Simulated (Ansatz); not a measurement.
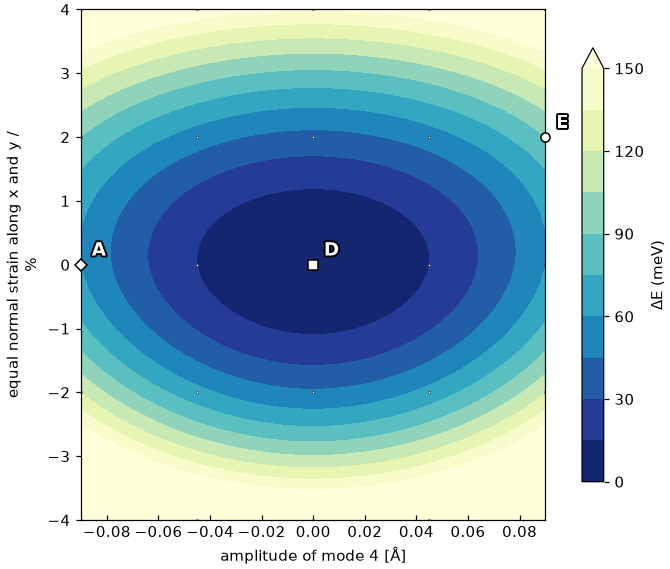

HfN (Fm-3m, No. 225; 2 atoms in the cell). 
- The energy is mapped over a normal mode and a strain (zone-centre modes of the 2-atom cell of this scan) (x, y and z along the cube axes).
- The first coordinate is: amplitude of mode 4 (515 cm⁻¹), largest displacement in the unstrained cell; the second: equal normal strain along x and y.
- Nothing is relaxed (the pattern is fixed in fractional coordinates).
- The grid has 5 × 5 points; 15 points were computed and 10 follow by symmetry.
- Points are written as (first, second).
- Energies: meV per cell, counted from the lowest grid point.
- These are results of DFT LDA, scalar-relativistic, plane waves, PAW in Ansatz, not measurements. Settings: cutoff 520 eV, k-mesh 18×18×18, gaussian smearing 0.15 eV, no spin polarisation.

Drawn: filled contours, dots at the grid points, one colour for all values above the top of the scale, lettered points. Between grid points the surface is interpolated.

Q: Rank the lettered points by energy, lowest first.

A: D (0 meV), A (60 meV), E (90 meV).

PAW datasets: the set soft_1.
